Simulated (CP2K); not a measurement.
# Os: 6 runs along one coordinate

System: Os (P6₃/mmc, 2 atoms in the cell).
Method: Kohn-Sham DFT of a periodic cell, PBE, GTH-PBE with UZH-TZVP basis, no spin polarisation (CP2K 2026.2).

The 6 runs differ only in the geometry, by an even scaling of the cell at fixed fractional positions. The structure derives from an entry of the Crystallography Open Database.

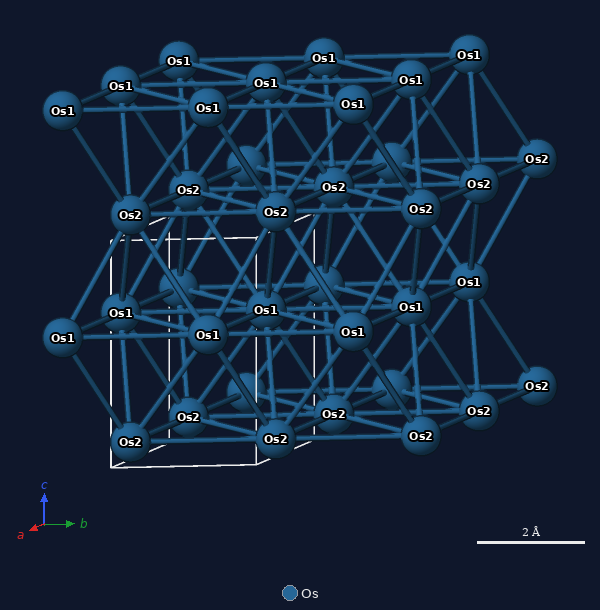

Figure 1. The structure of run 4 (ball-and-stick view of the cell of the calculation, repeated 3 × 3 × 2, seen slightly off an axis; atoms are numbered from 1 in the order of the input).

### Input of run 4
```
&GLOBAL
  PROJECT os_eos
  RUN_TYPE ENERGY_FORCE
  PRINT_LEVEL LOW
&END GLOBAL
&FORCE_EVAL
  METHOD QS
  STRESS_TENSOR ANALYTICAL
  &DFT
    BASIS_SET_FILE_NAME BASIS_MOLOPT_UZH
    POTENTIAL_FILE_NAME POTENTIAL_UZH
    WFN_RESTART_FILE_NAME previous-RESTART.kp
    &MGRID
      CUTOFF 450
      REL_CUTOFF 60
      NGRIDS 5
    &END MGRID
    &QS
      METHOD GPW
      EPS_DEFAULT 1.0E-10
    &END QS
    &KPOINTS
      SCHEME MONKHORST-PACK 11 11 6
      GAMMA_CENTERED T
      SYMMETRY T
      SYMMETRY_BACKEND SPGLIB
    &END KPOINTS
    &SCF
      SCF_GUESS RESTART
      EPS_SCF 1.0E-6
      MAX_SCF 100
      ADDED_MOS 16
      CHOLESKY OFF
      EPS_EIGVAL 1.0E-7
      &DIAGONALIZATION ON
        ALGORITHM STANDARD
      &END DIAGONALIZATION
      &MIXING ON
        METHOD BROYDEN_MIXING
        ALPHA 0.4
        BETA 1.5
        NBUFFER 8
      &END MIXING
      &SMEAR ON
        METHOD FERMI_DIRAC
        ELECTRONIC_TEMPERATURE [K] 580.226
      &END SMEAR
    &END SCF
    &XC
      &XC_FUNCTIONAL
        &GGA_X_PBE
        &END GGA_X_PBE
        &GGA_C_PBE
        &END GGA_C_PBE
      &END XC_FUNCTIONAL
    &END XC
    &PRINT
      &KPOINTS ON
      &END KPOINTS
      &MULLIKEN ON
      &END MULLIKEN
      &MO ON
        ENERGIES T
        OCCUPATION_NUMBERS T
        &EACH
          QS_SCF 0
        &END EACH
        ADD_LAST NUMERIC
      &END MO
    &END PRINT
  &END DFT
  &SUBSYS
    &CELL
      A 2.7522071502 0.0000000000 0.0000000000
      B -1.3761035751 2.3834813086 0.0000000000
      C 0.0000000000 0.0000000000 4.3483081185
      PERIODIC XYZ
    &END CELL
    &COORD
      Os  1.3761035752 0.7944937695 3.2612310889
      Os  -0.0000000001 1.5889875391 1.0870770296
    &END COORD
    &KIND Os
      BASIS_SET TZVP-MOLOPT-PBE-GTH-q16
      POTENTIAL GTH-PBE-q16
    &END KIND
    &PRINT
      &ATOMIC_COORDINATES ON
      &END ATOMIC_COORDINATES
      &CELL ON
      &END CELL
    &END PRINT
  &END SUBSYS
  &PRINT
    &FORCES ON
    &END FORCES
    &STRESS_TENSOR ON
    &END STRESS_TENSOR
  &END PRINT
&END FORCE_EVAL
```

Command:
```bash
OMP_NUM_THREADS=1 cp2k.psmp -i os_eos.inp -o os_eos.out
```

Run 3 differs from it as follows:
```diff
-      A 2.7522071502 0.0000000000 0.0000000000
-      B -1.3761035751 2.3834813086 0.0000000000
-      C 0.0000000000 0.0000000000 4.3483081185
+      A 2.7157497827 0.0000000000 0.0000000000
+      B -1.3578748913 2.3519083021 0.0000000000
+      C 0.0000000000 0.0000000000 4.2907078513
-      Os  1.3761035752 0.7944937695 3.2612310889
-      Os  -0.0000000001 1.5889875391 1.0870770296
+      Os  1.3578748915 0.7839694340 3.2180308885
+      Os  -0.0000000001 1.5679388681 1.0726769628
```

### Results, with one run withheld

| run | volume per atom (Å³) | free energy per atom, from the lowest run given (meV) | pressure (GPa) |
| --- | --- | --- | --- |
| 1 | 13.143 | 117.44 | 37.93 |
| 2 | 13.423 | 61.53 | 26.39 |
| 3 | 13.703 | ? | ? |
| 4 | 14.262 | 0.00 | −1.32 |
| 5 | 14.542 | 8.81 | −8.64 |
| 6 | 14.821 | 29.70 | −15.17 |

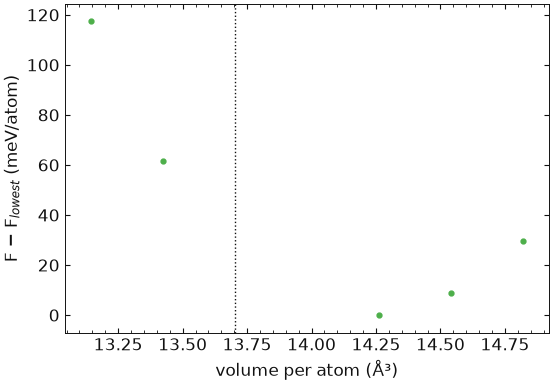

Figure 2. Free energy per atom of the runs given; the dotted line marks run 3.

What should run 3 give?

A cubic polynomial in V^(−2/3) (the Birch–Murnaghan form), fitted to the 5 runs given, misses them by at most 0.01 meV per atom. With x = V^(−2/3) − 0.17205 Å⁻², it reads F = 3.538 + 4554.6 x + 1.3942e+06 x² + 2.6661e+06 x³ (meV per atom). At run 3 it gives 24.63 meV per atom, and the run itself gives 24.63. The slope of the fit gives a pressure −dF/dV of 16.07 GPa there, and the run prints 16.09 GPa. The fit has its minimum at 14.215 Å³ per atom, where V d²F/dV² gives 402 GPa. Cell shape and fractional positions are held, so this is the stiffness under even scaling; the relaxed bulk modulus wasn't computed.

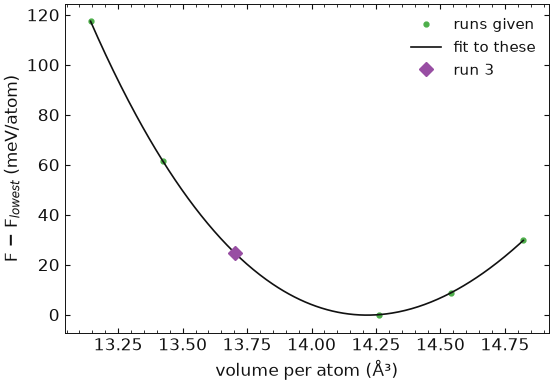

Figure 3. The fit and the withheld run.

### Some lines of the output (run 3)
```
[...]
 CELL| Volume [angstrom^3]:                                            27.405585
 CELL_REF| Volume [angstrom^3]:                                        27.405585
                        Smear method:                                FERMI_DIRAC
  Step     Update method      Time    Convergence         Total energy    Change
  Fermi energy:                                                 0.69747292863698
  Total energy:                                              -183.18219185093182
  Total energy (extrapolated to T->0):                       -183.18195854282052
 MO| E(Fermi):            0.697473 a.u.         18.979204 eV
```

Notes: Spin–orbit coupling is left out, which matters for Os.
